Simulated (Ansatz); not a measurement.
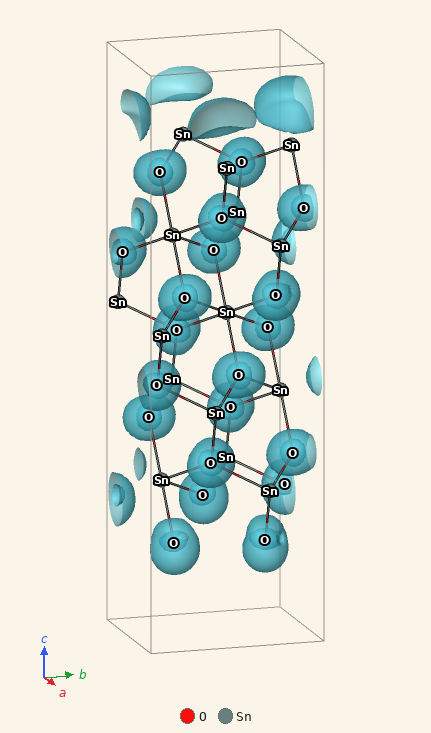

SnO$_{2}$ (slab). Isosurface of the electron localisation function at 0.75 (cyan), seen slightly off an axis. Only the valence region is drawn (cores and ρ < 0.01 e/Å³ removed). Sticks mark near contacts.

Not relaxed (largest force 1.4 eV/Å).

All numbers below come from Ansatz, DFT PBEsol, scalar-relativistic, plane waves, PAW.

Core electrons are frozen (PAW), and the valence fields are smoothed inside the atomic spheres.

What do the ELF domains correspond to?

The surface consists of two lobes on Sn, pointing away from the bonds (lone pairs) and 20 regions wrapped around O (the valence shell of each), counted in one cell of 30 atoms. Counts are for one cell; the picture repeats the cell along the surface.

Values along the shortest contacts:
Sn–O (2.07 Å): the ELF peaks at about 0.80 in the valence shell of O, 0.6 Å from its nucleus, and is about 0.25 at the midpoint; no shared electron pair shows on this line.
